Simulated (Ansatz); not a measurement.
# What a change does: single-point calculation on PtSe2

System: PtSe2 (3 atoms in the cell).
Method of run A: Kohn-Sham DFT of a periodic cell, RPBE with D3(BJ), Ansatz PAW, no spin polarisation (Ansatz 0.2.0).

The structure derives from an entry of the Crystallography Open Database. Text and figures count atoms from 1; the logs count them from 0 in places.

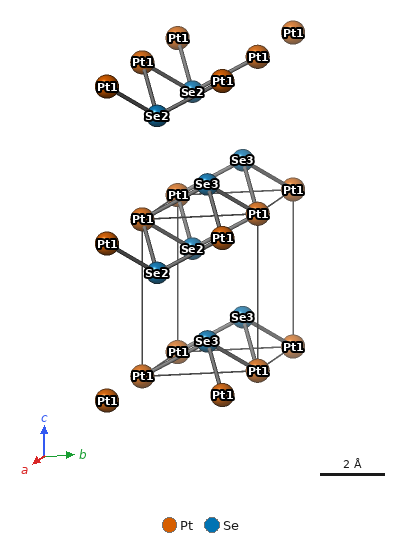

Fig. 1: The input geometry (ball-and-stick view of the cell of the calculation, repeated 2 × 1 × 2, seen slightly off an axis; atoms are numbered from 1 in the order of the input). Near neighbours in the crystal (not all of them lie inside the picture): Pt has 6 Se at 2.48 Å; Se has 3 Pt at 2.48 Å.

**The input, run A**
```yaml
crystal:
  lattice:
    - [3.6990059583, 0.0, 0.0]
    - [-1.8495029792, 3.2034331287, 0.0]
    - [0.0, 0.0, 5.028025822]
  atoms:
    - { symbol: Pt, position: [0.0, 0.0, 0.0] }
    - { symbol: Se, position: [0.6666666667, 0.3333333333, 0.75] }
    - { symbol: Se, position: [0.3333333333, 0.6666666667, 0.25] }
hamiltonian:
  xc: rpbe
  pseudopotentials: { kind: paw }
  dispersion: d3bj
kpoints:
  mp_grid: { grid: [8, 8, 5] }
scf:
  occupations: { method: fermi_dirac, width: 0.05 }
output:
  forces: true
  stress: true
  eigenvalues: true
```

Command:
```bash
ansatz run input.yaml --threads 2 --pin off --max-ram 5120MiB --backend cpu --events-out ev --progress --plain --runs-dir out
```

Hardware: 2 threads of Arm Neoverse N1, 24 GiB of memory available, shared host.

**Output, shortened to warnings, some set-up lines, iterations and results (run A)**
```
Basis set: ecut = 420 eV, 1181 PW (Γ), exchange–correlation on 50×50×72 points (8 copies of the dense FFT grid, shifted against one another)
Symmetry: 12 space group operations
k-points: 40 of 320
Initial density: superposition of atomic densities (neutral atoms: chi_scale 0, normalization atom), corrected by the library's trained network
[...]
SCF iter   1: F=—  HF=-23494.330217 eV  |F-HF|=—  |Δ(HF+E_count)|=         —  Δρ=3.02e-3  dr2=2.77e-3  ethr=1.77e-3  ⟨swp⟩=6.0  Hψ=4739  notcnv=0
SCF iter   2: F=—  HF=-23494.332946 eV  |F-HF|=—  |Δ(HF+E_count)|=   2.73e-3  Δρ=6.70e-4  dr2=3.19e-4  ethr=5.54e-6  ⟨swp⟩=2.0  Hψ=2558  notcnv=0  defer=6
SCF iter   3: F=—  HF=-23494.332777 eV  |F-HF|=—  |Δ(HF+E_count)|=   1.69e-4  Δρ=2.78e-4  dr2=9.34e-5  ethr=6.38e-7  ⟨swp⟩=2.0  Hψ=2045  notcnv=0  defer=6
SCF iter   4: F=—  HF=-23494.332722 eV  |F-HF|=—  |Δ(HF+E_count)|=   5.44e-5  Δρ=7.19e-5  dr2=3.53e-6  ethr=1.87e-7  ⟨swp⟩=2.0  Hψ=2035  notcnv=0  defer=6
SCF iter   5: F=—  HF=-23494.332720 eV  |F-HF|=—  |Δ(HF+E_count)|=   1.80e-6  Δρ=2.06e-5  dr2=4.27e-7  ethr=7.05e-9  ⟨swp⟩=2.0  Hψ=2039  notcnv=0  defer=6
SCF iter   6: F=-23494.332720 eV  HF=-23494.332720 eV  |F-HF|=1.85e-8  |Δ(HF+E_count)|=   3.71e-8  Δρ=6.05e-6  dr2=1.76e-8  ethr=2.00e-10  ⟨swp⟩=6.0  Hψ=5274  notcnv=0
SCF 1 converged in 6 iterations: F = -23494.332720 eV  dr2 = 1.76e-8
SCF converged after 6 iterations
Free energy (F): -23494.332720 eV
Harris-Foulkes:  -23494.332720 eV  (|F-HF|=1.85e-8)
Internal energy: -23494.327813 eV  (E = F + TS)
E sigma→0 (E₀):  -23494.330267 eV
Entropy (-TS):   -0.004907 eV (-1.636 meV/atom)
Fermi energy:    13.909850 eV
--- Per-component energies (eV) ---
  E_band       = -936.118156
  E_kinetic    = 877.821733
  E_local      = -6725.084792  (includes V_loc(G=0)·N_el)
  E_nonlocal   = -994.823884
  E_hartree    = 3127.779752
  E_xc         = -472.566176
  E_vxc        = -501.525441  (∫ρ·V_xc dr)
  E_paw        = -13302.216784  (= ΣΔE_a)
  E_vpaw       = 151.936511  (= ΣTr[D̂ρ^β])
  E_aug_tail   = -0.000979  (compensation charges beyond the density's cutoff)
  E_ewald      = -5998.192905
  E_disp       = -6.457257  (pairwise vdW)
  E_core_change = -0.586519  (= ΣΔE_core)
  E_smearing   = -0.004907  (= −TS)
  E_closure    = 0.000000  (closes the sum)
  Σ components = -23494.332720   (vs F -23494.332720, Δ=0.00e0)
--- Forces (eV/Å), atoms counted from 1 ---
  atom   1  Pt     0.00000000    -0.00000000    -0.00000000
  atom   2  Se    -0.00000000     0.00000000    -0.58140531
  atom   3  Se     0.00000000     0.00000000     0.58140531
  max |Σ_I F_I| component: 1.11e-16 eV/Å
--- Stress (GPa, compression-positive) ---
       -7.637264      -0.000000      -0.000000
       -0.000000      -7.637264      -0.000000
       -0.000000      -0.000000      -8.145043
  P = ⅓ Tr σ = -7.8065 GPa (-78.065 kbar)
```

The input of run B differs as follows (lines with − go, lines with + come):
```diff
-  xc: rpbe
+  xc: pbesol
-  dispersion: d3bj
```

Predict how the results change.

The total energies belong to different models, so their difference says nothing on which is more stable or more accurate. The pressure goes from −7.81 to 5.03 GPa. The largest force goes from 0.581 to 0.604 eV/Å. The functional changes from RPBE to PBEsol. The number of SCF iterations is the same.

**Output, shortened to warnings, some set-up lines, iterations and results (run B)**
```
Basis set: ecut = 420 eV, 1181 PW (Γ), exchange–correlation on 50×50×72 points (8 copies of the dense FFT grid, shifted against one another)
Symmetry: 12 space group operations
k-points: 40 of 320
Initial density: superposition of atomic densities (neutral atoms: chi_scale 0, normalization atom), corrected by the library's trained network
[...]
SCF iter   1: F=—  HF=-23233.426041 eV  |F-HF|=—  |Δ(HF+E_count)|=         —  Δρ=3.46e-3  dr2=6.51e-3  ethr=1.77e-3  ⟨swp⟩=6.0  Hψ=4737  notcnv=0
SCF iter   2: F=—  HF=-23233.427614 eV  |F-HF|=—  |Δ(HF+E_count)|=   1.57e-3  Δρ=2.43e-3  dr2=4.05e-3  ethr=1.30e-5  ⟨swp⟩=2.0  Hψ=2675  notcnv=0  defer=6
SCF iter   3: F=—  HF=-23233.425965 eV  |F-HF|=—  |Δ(HF+E_count)|=   1.65e-3  Δρ=3.08e-4  dr2=5.64e-5  ethr=8.10e-6  ⟨swp⟩=2.0  Hψ=2272  notcnv=0  defer=6
SCF iter   4: F=—  HF=-23233.425966 eV  |F-HF|=—  |Δ(HF+E_count)|=   7.07e-7  Δρ=9.37e-5  dr2=1.19e-5  ethr=1.13e-7  ⟨swp⟩=3.0  Hψ=2172  notcnv=0  defer=6
SCF iter   5: F=—  HF=-23233.425964 eV  |F-HF|=—  |Δ(HF+E_count)|=   1.93e-6  Δρ=1.70e-5  dr2=1.09e-7  ethr=2.38e-8  ⟨swp⟩=2.0  Hψ=1547  notcnv=0  defer=6
SCF iter   6: F=-23233.425964 eV  HF=-23233.425964 eV  |F-HF|=3.85e-9  |Δ(HF+E_count)|=   7.98e-8  Δρ=3.90e-6  dr2=6.54e-9  ethr=2.00e-10  ⟨swp⟩=5.3  Hψ=5018  notcnv=0
SCF 1 converged in 6 iterations: F = -23233.425964 eV  dr2 = 6.54e-9
SCF converged after 6 iterations
Free energy (F): -23233.425964 eV
Harris-Foulkes:  -23233.425964 eV  (|F-HF|=3.85e-9)
Internal energy: -23233.419970 eV  (E = F + TS)
E sigma→0 (E₀):  -23233.422967 eV
Entropy (-TS):   -0.005994 eV (-1.998 meV/atom)
Fermi energy:    13.626235 eV
--- Per-component energies (eV) ---
  E_band       = -949.624316
  E_kinetic    = 877.306514
  E_local      = -6736.821852  (includes V_loc(G=0)·N_el)
  E_nonlocal   = -981.002290
  E_hartree    = 3124.934832
  E_xc         = -468.413922
  E_vxc        = -500.503394  (∫ρ·V_xc dr)
  E_paw        = -13053.533218  (= ΣΔE_a)
  E_vpaw       = 141.526056  (= ΣTr[D̂ρ^β])
  E_aug_tail   = -0.001011  (compensation charges beyond the density's cutoff)
  E_ewald      = -5998.192905
  E_core_change = 2.303882  (= ΣΔE_core)
  E_smearing   = -0.005994  (= −TS)
  E_closure    = -0.000000  (closes the sum)
  Σ components = -23233.425964   (vs F -23233.425964, Δ=0.00e0)
--- Forces (eV/Å), atoms counted from 1 ---
  atom   1  Pt     0.00000000    -0.00000000    -0.00000000
  atom   2  Se    -0.00000000    -0.00000000    -0.60423193
  atom   3  Se     0.00000000     0.00000000     0.60423193
  max |Σ_I F_I| component: 2.31e-18 eV/Å
--- Stress (GPa, compression-positive) ---
        5.850272      -0.000000      -0.000000
       -0.000000       5.850272      -0.000000
       -0.000000      -0.000000       3.393580
  P = ⅓ Tr σ = 5.0314 GPa (50.314 kbar)
```

**The two runs side by side**

| quantity | run A | run B |
| --- | --- | --- |
| outcome | converged | converged |
| free energy per atom (eV) | −7831.4442 | −7744.4753 |
| energy per atom, smearing taken to zero (eV) | −7831.4434 | −7744.4743 |
| gap on the mesh (eV) | 0.00 | 0.00 |
| pressure (GPa) | −7.81 | 5.03 |
| largest force (eV/Å) | 0.581 | 0.604 |
| SCF iterations | 6 | 6 |
| irreducible k-points | 40 | 40 |
| plane waves at Γ | 1181 | 1181 |
| wall time (shared host) | 3.2 s | 3.1 s |

For both runs: Spin–orbit coupling is left out, which matters for Pt. For run A: Points of doubt noted for this run: forces on files of another functional. The cell is under a tension of 7.8 GPa at this level, so it is not at its equilibrium volume. For run B: The cell is under a pressure of 5.0 GPa at this level, so it is not at its equilibrium volume.
